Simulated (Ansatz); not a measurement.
System: ZrC, space group Fm-3m (No. 225).

Starting cell:
```yaml
crystal:
  lattice:
    - [0.00000, 2.35021, 2.35021]
    - [2.35021, 0.00000, 2.35021]
    - [2.35021, 2.35021, 0.00000]
  atoms:
    - { symbol: Zr, position: [0.50000, 0.50000, 0.50000] }
    - { symbol: C, position: [0.00000, 0.00000, 0.00000] }
```

Computed with Ansatz 0.2.0: biaxial strain in the xy plane and strain along z of a crystal, fractional coordinates fixed, by plane-wave density functional theory with PAW datasets, free energies less that of the undisturbed cell. Level: PBE, no spin polarisation.

```
       setting                   value
   wave cutoff                  420 eV
        k mesh                18×18×18
   occupations                Gaussian
smearing width                 0.15 eV
       k shift  (0, 0, 0) (mesh steps)
         start                as given
```

What does the calculation give for the map of the energy change over strain zz and strain xx = yy? The grid: strain zz −0.08, −0.04, 0, 0.04, 0.08 ; strain xx = yy −0.08, −0.04, 0, 0.04, 0.08.

At the origin the energy is lower than all eight neighbouring grid points, so a minimum lies at or close to the given structure. The energy change is least, 0 meV/atom, at strain zz of 0 and strain xx = yy of 0, and largest, 701 meV/atom, at strain zz of −0.08 and strain xx = yy of −0.08. Near the origin the softest direction lies along strain zz, turned by about 16° so that strain xx = yy takes the opposite sign; the curvature across the valley is 2.9 times that along it.

Energy change (meV/atom); rows strain xx = yy, columns strain zz:
```csv
,-0.08,-0.04,0,0.04,0.08
-0.08,701,504,407,379,397
-0.04,324,161,93,90,128
0,170,39,0,22,84
0.04,171,69,57,105,190
0.08,275,199,213,286,393
```

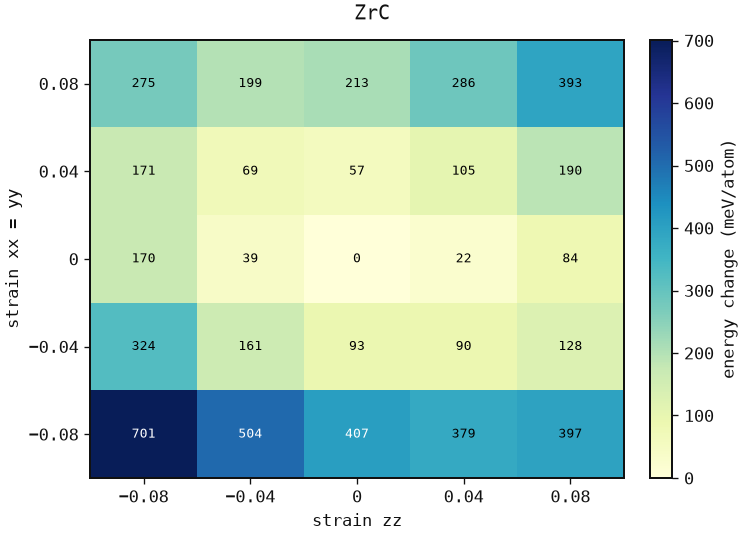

Caveats: reference crystal is not relaxed.
